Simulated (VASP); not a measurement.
## Geometry relaxation, with input and output: TiSi2 (part 1 of 3)

TiSi2 (6 atoms in the cell), computed with Kohn-Sham DFT of a periodic cell, PBE, VASP PAW PBE potentials, gw, no spin polarisation (VASP 6.6.1).

The structure derives from a Materials Project entry.

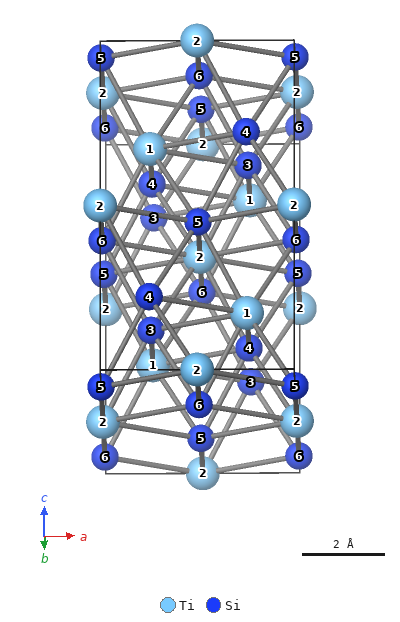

Figure 1. The input geometry (ball-and-stick view of the cell 4 times as large as that of the calculation, set on its symmetry axes, seen at an oblique angle; atoms are numbered from 1 in the order of the input).

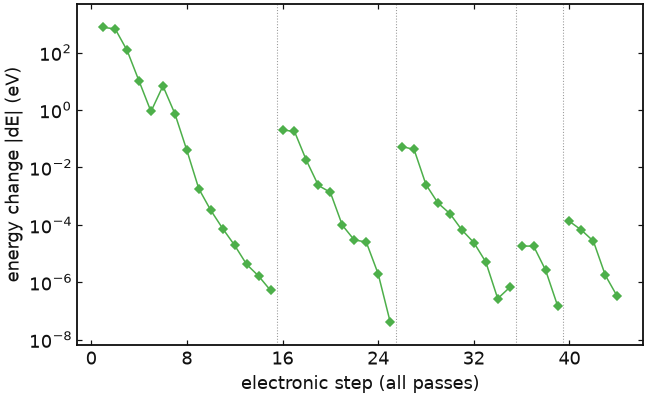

Figure 2. Convergence of the self-consistent field: energy change |dE| against the electronic step. Each stretch between dotted lines is the SCF of one geometry step of a relaxation. The 5 ionic steps take 4 to 15 electronic steps each. The density is held fixed in the first few steps, and dE rises again when its update begins.

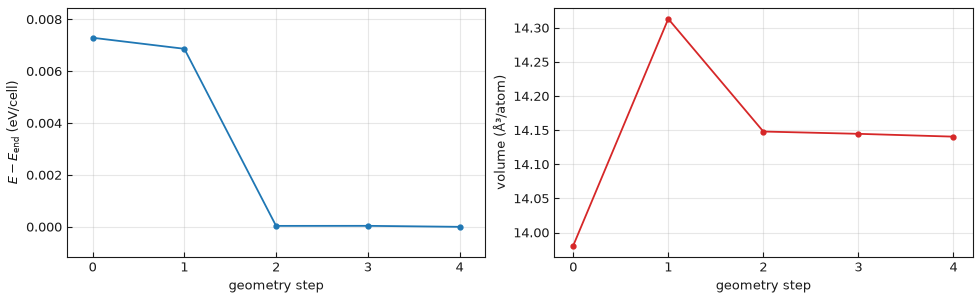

Figure 3. Progress of the relaxation, step by step (steps are counted from 0).

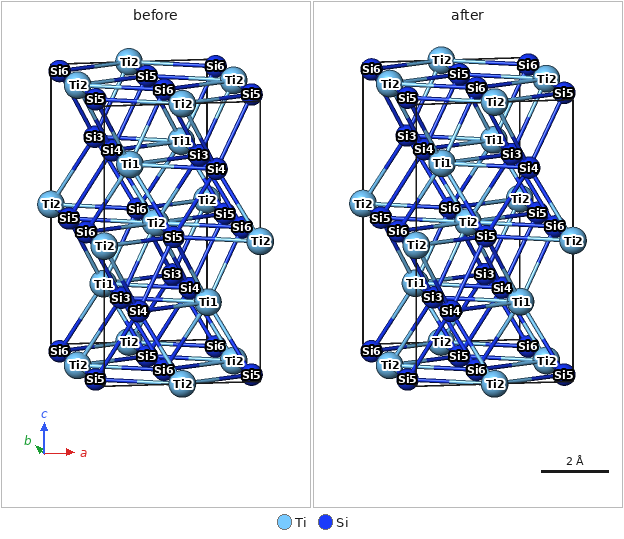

Figure 4. Before (left) and after (right) the relaxation, at one scale (ball-and-stick view of the cell 4 times as large as that of the calculation, set on its symmetry axes, seen slightly off an axis). No atom moves by more than 0.005 Å relative to the cell. The drawn cell changes as follows: a 4.779 → 4.803 Å (+0.5 %), b 8.235 → 8.241 Å (+0.1 %), c 8.526 → 8.575 Å (+0.6 %); the volume changes by +1.1 %. Among the contacts that change: Si3–Si6 2.521 → 2.534 Å, Ti1–Si5 2.547 → 2.560 Å, Ti1–Si3 2.739 → 2.750 Å. The space group stays Fddd (No. 70). After 4 geometry steps the energy has fallen by 7.3 meV per cell of the calculation. Largest force component: 0.021 eV/Å at the start, 0.007 eV/Å at the end. (Atoms are counted from 1 in the order of the input.)

The input and output of the run follow.

**INCAR**
```
SYSTEM = TiSi2
  PREC = Accurate
  ENCUT = 680
  EDIFF = 1E-6
  ISMEAR = -1
  SIGMA = 0.05
  LREAL = .FALSE.
  LASPH = .TRUE.
  NELM = 80
  ALGO = Normal
  ISIF = 3
  LWAVE = .FALSE.
  LCHARG = .FALSE.
  GGA = PE
  IBRION = 2
  NSW = 60
  EDIFFG = -0.01
```

**KPOINTS**
```
regular mesh
0
G
  7 7 7
  0 0 0
```

**POSCAR**
```
TiSi2
1.0
    0.0000000000      4.1175163063      4.2628978354
    2.3895119538      0.0000000000      4.2628978354
    2.3895119538      4.1175163063      0.0000000000
Ti Si
2 4
Direct
    0.7500000000      0.7500000000      0.7500000000
    0.5000000000      0.5000000000      0.5000000000
    0.4125656100      0.0874343900      0.4125656100
    0.0874343900      0.4125656100      0.0874343900
    0.1625656100      0.8374343900      0.1625656100
    0.8374343900      0.1625656100      0.8374343900
```

Command:
```bash
cat potpaw_PBE.64/Ti_sv_GW/POTCAR potpaw_PBE.64/Si_GW/POTCAR > POTCAR
mpirun -np 1 vasp_std > vasp.out
```

**OSZICAR**
```
N       E                     dE             d eps       ncg     rms          rms(c)
DAV:   1     0.757591013108E+03    0.75759E+03   -0.20418E+04  3336   0.206E+03
DAV:   2     0.788146162881E+02   -0.67878E+03   -0.67070E+03  5456   0.120E+03
DAV:   3    -0.416113826401E+02   -0.12043E+03   -0.11919E+03  5720   0.451E+02
DAV:   4    -0.519614684320E+02   -0.10350E+02   -0.99101E+01  5416   0.110E+02
DAV:   5    -0.528539024491E+02   -0.89243E+00   -0.87913E+00  5536   0.392E+01    0.143E+01
DAV:   6    -0.459174760057E+02    0.69364E+01   -0.80777E+01  5240   0.103E+02    0.713E+00
DAV:   7    -0.451737793375E+02    0.74370E+00   -0.12190E+01  5640   0.641E+01    0.227E+00
DAV:   8    -0.451341484885E+02    0.39631E-01   -0.77045E-01  5544   0.110E+01    0.431E-01
DAV:   9    -0.451359662637E+02   -0.18178E-02   -0.50121E-02  5440   0.340E+00    0.170E-01
DAV:  10    -0.451362884751E+02   -0.32221E-03   -0.58151E-03  5936   0.951E-01    0.272E-02
DAV:  11    -0.451363627214E+02   -0.74246E-04   -0.83821E-04  5608   0.220E-01    0.861E-03
DAV:  12    -0.451363820314E+02   -0.19310E-04   -0.19456E-04  4672   0.879E-02    0.262E-03
DAV:  13    -0.451363862378E+02   -0.42064E-05   -0.54599E-05  3344   0.408E-02    0.103E-03
DAV:  14    -0.451363878923E+02   -0.16546E-05   -0.16070E-05  3072   0.270E-02    0.274E-04
DAV:  15    -0.451363884122E+02   -0.51991E-06   -0.50110E-06  3072   0.168E-02
   1 F= -.45136388E+02 E0= -.45126299E+02  d E =-.451364E+02
       N       E                     dE             d eps       ncg     rms          rms(c)
DAV:   1    -0.453386138213E+02   -0.20223E+00   -0.80161E+00  4536   0.756E+01    0.331E+00
DAV:   2    -0.451582029395E+02    0.18041E+00   -0.17574E+00  5664   0.273E+01    0.750E-01
DAV:   3    -0.451406334159E+02    0.17570E-01   -0.11845E-01  5624   0.535E+00    0.475E-01
DAV:   4    -0.451382713736E+02    0.23620E-02   -0.53102E-02  5928   0.173E+00    0.197E-01
DAV:   5    -0.451369091516E+02    0.13622E-02   -0.20797E-02  5696   0.168E+00    0.829E-02
DAV:   6    -0.451368114803E+02    0.97671E-04   -0.15678E-03  5832   0.511E-01    0.382E-02
DAV:   7    -0.451368413164E+02   -0.29836E-04   -0.78109E-04  5752   0.351E-01    0.311E-02
DAV:   8    -0.451368159363E+02    0.25380E-04   -0.12995E-04  5568   0.177E-01    0.833E-03
DAV:   9    -0.451368139690E+02    0.19672E-05   -0.38745E-05  4792   0.592E-02    0.369E-03
DAV:  10    -0.451368140115E+02   -0.42412E-07   -0.23890E-06  3072   0.282E-02
   2 F= -.45136814E+02 E0= -.45126525E+02  d E =-.425599E-03
       N       E                     dE             d eps       ncg     rms          rms(c)
DAV:   1    -0.451898657272E+02   -0.53052E-01   -0.19597E+00  4344   0.383E+01    0.156E+00
DAV:   2    -0.451470367347E+02    0.42829E-01   -0.32913E-01  5608   0.120E+01    0.355E-01
DAV:   3    -0.451445150640E+02    0.25217E-02   -0.16132E-02  5768   0.176E+00    0.214E-01
DAV:   4    -0.451439369438E+02    0.57812E-03   -0.10687E-02  6096   0.745E-01    0.981E-02
DAV:   5    -0.451436894898E+02    0.24745E-03   -0.59480E-03  5584   0.900E-01    0.579E-02
DAV:   6    -0.451436228721E+02    0.66618E-04   -0.63877E-04  5696   0.365E-01    0.184E-02
DAV:   7    -0.451436470730E+02   -0.24201E-04   -0.23224E-04  5800   0.159E-01    0.149E-02
DAV:   8    -0.451436419568E+02    0.51162E-05   -0.20848E-05  4728   0.726E-02    0.702E-03
DAV:   9    -0.451436422271E+02   -0.27029E-06   -0.24652E-05  4488   0.528E-02    0.282E-03
DAV:  10    -0.451436415629E+02    0.66420E-06   -0.21380E-06  3048   0.315E-02
   3 F= -.45143642E+02 E0= -.45133468E+02  d E =-.725315E-02
       N       E                     dE             d eps       ncg     rms          rms(c)
DAV:   1    -0.451436605158E+02   -0.18289E-04   -0.83984E-04  5000   0.778E-01    0.340E-02
DAV:   2    -0.451436422835E+02    0.18232E-04   -0.20959E-04  5600   0.276E-01    0.852E-03
DAV:   3    -0.451436396138E+02    0.26697E-05   -0.16272E-05  4128   0.666E-02    0.497E-03
DAV:   4    -0.451436394587E+02    0.15507E-06   -0.68905E-06  3936   0.273E-02
   4 F= -.45143639E+02 E0= -.45133468E+02  d E =-.725105E-02
       N       E                     dE             d eps       ncg     rms          rms(c)
DAV:   1    -0.451437721515E+02   -0.13254E-03   -0.77995E-03  5168   0.171E+00    0.738E-02
DAV:   2    -0.451437063136E+02    0.65838E-04   -0.59440E-04  5528   0.469E-01    0.373E-02
DAV:   3    -0.451436791768E+02    0.27137E-04   -0.64917E-05  5632   0.123E-01    0.123E-02
DAV:   4    -0.451436774270E+02    0.17498E-05   -0.14891E-05  5424   0.490E-02    0.242E-03
DAV:   5    -0.451436777487E+02   -0.32168E-06   -0.13578E-06  3072   0.185E-02
   5 F= -.45143678E+02 E0= -.45133561E+02  d E =-.382900E-04
```

**Parts of OUTCAR**
```
SYSTEM = TiSi2
   PREC = Accurate
   ENCUT = 680
   EDIFF = 1E-6
   ISMEAR = -1
   LREAL = .FALSE.
   LASPH = .TRUE.
   NELM = 80
   ISIF = 3
   GGA = PE
   IBRION = 2
   NSW = 60
   EDIFFG = -0.01

 ion  position               nearest neighbor table
   1  0.750  0.750  0.750-   6 2.55   5 2.55   6 2.55   5 2.55   3 2.74   3 2.74   4 2.74   4 2.74
                             3 2.78   4 2.78
   2  0.500  0.500  0.500-   4 2.55   3 2.55   4 2.55   3 2.55   5 2.74   5 2.74   6 2.74   6 2.74
                             5 2.78   6 2.78
   3  0.413  0.087  0.413-   6 2.52   6 2.52   2 2.55   2 2.55   4 2.68   1 2.74   1 2.74   1 2.78
                             4 2.79   4 2.79
   4  0.087  0.413  0.087-   5 2.52   5 2.52   2 2.55   2 2.55   3 2.68   1 2.74   1 2.74   1 2.78
                             3 2.79   3 2.79
   5  0.163  0.837  0.163-   4 2.52   4 2.52   1 2.55   1 2.55   6 2.68   2 2.74   2 2.74   2 2.78
                             6 2.79   6 2.79
   6  0.837  0.163  0.837-   3 2.52   3 2.52   1 2.55   1 2.55   5 2.68   2 2.74   2 2.74   2 2.78
                             5 2.79   5 2.79

  LATTYP: Found a face centered orthorhombic cell.
 ALAT       =     4.7790239076
 B/A-ratio  =     1.7231620456
 C/A-ratio  =     1.7840035613

  Lattice vectors:

 A1 = (   0.0000000000,   4.1175163063,   4.2628978354)
 A2 = (   2.3895119538,   0.0000000000,   4.2628978354)
 A3 = (   2.3895119538,   4.1175163063,   0.0000000000)

Analysis of symmetry for initial positions (statically):
=====================================================================
 Subroutine PRICEL returns:
 Original cell was already a primitive cell.

 Routine SETGRP: Setting up the symmetry group for a
 face centered orthorhombic supercell.

 Subroutine GETGRP returns: Found  8 space group operations
 (whereof  4 operations were pure point group operations)
 out of a pool of  8 trial point group operations.

The static configuration has the point symmetry D_2 .
 The point group associated with its full space group is D_2h.

Analysis of symmetry for dynamics (positions and initial velocities):
=====================================================================
 Subroutine PRICEL returns:
 Original cell was already a primitive cell.

 Routine SETGRP: Setting up the symmetry group for a
 face centered orthorhombic supercell.

 Subroutine GETGRP returns: Found  8 space group operations
 (whereof  4 operations were pure point group operations)
 out of a pool of  8 trial point group operations.

The dynamic configuration has the point symmetry D_2 .
 The point group associated with its full space group is D_2h.

 Subroutine INISYM returns: Found  8 space group operations
 (whereof  4 operations are pure point group operations),
 and found     1 'primitive' translations

----------------------------------------------------------------------------------------

                                     Primitive cell

  volume of cell :      83.8841

  direct lattice vectors                    reciprocal lattice vectors
     0.000000000  4.117516306  4.262897835    -0.209247750  0.121432427  0.117291106
     2.389511954  0.000000000  4.262897835     0.209247750 -0.121432427  0.117291106
     2.389511954  4.117516306  0.000000000     0.209247750  0.121432427 -0.117291106

  length of vectors
     5.926739280  4.886928006  4.760641544     0.268863643  0.268863643  0.268863643

  position of ions in fractional coordinates (direct lattice)
     0.750000000  0.750000000  0.750000000
     0.500000000  0.500000000  0.500000000
     0.412565610  0.087434390  0.412565610
     0.087434390  0.412565610  0.087434390
     0.162565610  0.837434390  0.162565610
     0.837434390  0.162565610  0.837434390

  ion indices of the primitive-cell ions
   primitive index   ion index
                 1           1
                 2           2
                 3           3
                 4           4
                 5           5
                 6           6

----------------------------------------------------------------------------------------

 KPOINTS: regular mesh

Automatic generation of k-mesh.
 Grid dimensions read from file:
 generate k-points for:    7    7    7

 Generating k-lattice:

  Cartesian coordinates                     Fractional coordinates (reciprocal lattice)
    -0.029892536  0.017347490  0.016755872     0.142857143  0.000000000  0.000000000
     0.029892536 -0.017347490  0.016755872     0.000000000  0.142857143 -0.000000000
     0.029892536  0.017347490 -0.016755872     0.000000000 -0.000000000  0.142857143

  Length of vectors
     0.038409092  0.038409092  0.038409092

  Shift w.r.t. Gamma in fractional coordinates (k-lattice)
     0.000000000  0.000000000  0.000000000

 Subroutine IBZKPT returns following result:
 ===========================================

 Found     64 irreducible k-points:

 Following reciprocal coordinates:
            Coordinates               Weight
  0.000000  0.000000  0.000000      1.000000
  0.142857  0.000000  0.000000      8.000000
  0.285714  0.000000  0.000000      8.000000
  0.428571  0.000000  0.000000      8.000000
  0.142857  0.142857  0.000000      2.000000
  0.285714  0.142857  0.000000      8.000000
  0.428571  0.142857  0.000000      8.000000
 -0.428571  0.142857 -0.000000      8.000000
 -0.285714  0.142857 -0.000000      8.000000
 -0.142857  0.142857  0.000000      4.000000
  0.285714  0.285714  0.000000      2.000000
  0.428571  0.285714 -0.000000      8.000000
 -0.428571  0.285714 -0.000000      8.000000
 -0.285714  0.285714 -0.000000      4.000000
  0.428571  0.428571  0.000000      2.000000
 -0.428571  0.428571 -0.000000      4.000000
  0.142857  0.000000  0.142857      2.000000
  0.285714  0.000000  0.142857      8.000000
  0.428571  0.000000  0.142857      8.000000
 -0.428571  0.000000  0.142857      8.000000
 -0.285714 -0.000000  0.142857      8.000000
 -0.142857  0.000000  0.142857      4.000000
  0.000000  0.142857  0.142857      2.000000
  0.285714  0.142857  0.142857      4.000000
 [... further k-points ...]
   k-points           NKPTS =     64   k-points in BZ     NKDIM =     64   number of bands    NBANDS=     24
   number of dos      NEDOS =    301   number of ions     NIONS =      6
   total plane-waves  NPLWV =  84000
   dimension x,y,z NGX =    50 NGY =   42 NGZ =   40
   dimension x,y,z NGXF=   100 NGYF=   84 NGZF=   80
   ions per type =               2   4
   NGX,Y,Z   is equivalent  to a cutoff of  14.03, 14.29, 13.97 a.u.
   NGXF,Y,Z  is equivalent  to a cutoff of  28.05, 28.58, 27.94 a.u.
 SYSTEM =  TiSi2
   PREC   = accura    normal or accurate (medium, high low for compatibility)
   ISTART =      0    job   : 0-new  1-cont  2-samecut
   ICHARG =      2    charge: 1-file 2-atom 10-const
   ISPIN  =      1    spin polarized calculation?
   LNONCOLLINEAR =      F non collinear calculations
   LSORBIT =      F    spin-orbit coupling
   LASPH  =      T    aspherical Exc in radial PAW
   ENCUT  =  680.0 eV  49.98 Ry    7.07 a.u.  12.60 10.39 10.12*2*pi/ulx,y,z
   NELM   =     80;   NELMIN=  2; NELMDL= -5     # of ELM steps
   EDIFF  = 0.1E-05   stopping-criterion for ELM
   LREAL  =      F    real-space projection
   EDIFFG = -.1E-01   stopping-criterion for IOM
   NSW    =     60    number of steps for IOM
   IBRION =      2    ionic relax: 0-MD 1-quasi-New 2-CG
   NFREE  =      1    steps in history (QN), initial steepest desc. (CG)
   ISIF   =      3    stress and relaxation
   ISYM   =      2    0-nonsym 1-usesym 2-fastsym
   POTIM  = 0.5000    time-step for ionic-motion
   TEBEG  =    0.0;   TEEND  =   0.0 temperature during run
   PSTRESS=    0.0 pullay stress
   NELECT =      40.0000    total number of electrons
   NUPDOWN=      -1.0000    fix difference up-down
   EMIN   =  10.00;   EMAX   =-10.00  energy-range for DOS
   EFERMI =   0.00;   METHOD = LEGACY
   ISMEAR =    -1;   SIGMA  =   0.05  broadening in eV -4-tet -1-fermi 0-gaus
   EFERMI_NEDOS =   21; number of points for ismear=-14 and -15
   IALGO  =     38    algorithm
   IMIX   =      4    mixing-type and parameters
     AMIX     =   0.40;   BMIX     =  1.00
     AMIX_MAG =   1.60;   BMIX_MAG =  1.00
  volume/ion in A,a.u.               =      13.98        94.35
  Fermi-wavevector in a.u.,A,eV,Ry     =   1.278994  2.416947 22.256742  1.635824
  Thomas-Fermi vector in A             =   2.411504
   LORBIT       =      0    0 simple, 1 ext, 2 COOP (PROOUT), +10 PAW based schemes
   GGA     = PE    functional components
   LHFCALC =     F    Hartree Fock is set to
   AEXX    =    0.0000 exact exchange contribution
   IVDW    =     0    specifies the selected vdW correction
   LEPSILON=     F    determine dielectric tensor
   LRPA    =     F    only Hartree local field effects (RPA)
 conjugate gradient relaxation of ions
 non-spin polarized calculation
  energy-cutoff  :      680.00
  volume of cell :       83.88
 maximum number of plane-waves:      3402
   NGX = 25   NGY = 21   NGZ = 21

--------------------------------------- Ionic step        1  -------------------------------------------

 number of electron      40.0000000 magnetization

 Free energy of the ion-electron system (eV)
  ---------------------------------------------------
  ext. energy  EPLUGINS =         0.00000000
  ---------------------------------------------------
  free energy    TOTEN  =       -45.13638841 eV

  energy without entropy =      -45.11621049  energy(sigma->0) =      -45.12629945

------------------------ aborting loop because EDIFF is reached ----------------------------------------

  FORCE on cell =-STRESS in cart. coord.  units (eV):
  Direction    XX          YY          ZZ          XY          YZ          ZX
  --------------------------------------------------------------------------------------
  -------------------------------------------------------------------------------------
  Total        1.1376403      0.3116806      1.4881841      0.0000000      0.0000000      0.0000000
  in kB       21.7288184      5.9530681     28.4241696      0.0000000      0.0000000      0.0000000
  external PRESSURE =      18.7020187 kB  Pullay stress =       0.0000000 kB

 VOLUME and BASIS-vectors are now :
 -----------------------------------------------------------------------------
  energy-cutoff  :      680.00
  volume of cell :       83.88
      direct lattice vectors                 reciprocal lattice vectors
     0.000000000  4.117516306  4.262897835    -0.209247750  0.121432427  0.117291106
     2.389511954  0.000000000  4.262897835     0.209247750 -0.121432427  0.117291106
     2.389511954  4.117516306  0.000000000     0.209247750  0.121432427 -0.117291106

 POSITION                                       TOTAL-FORCE (eV/Angst)
```
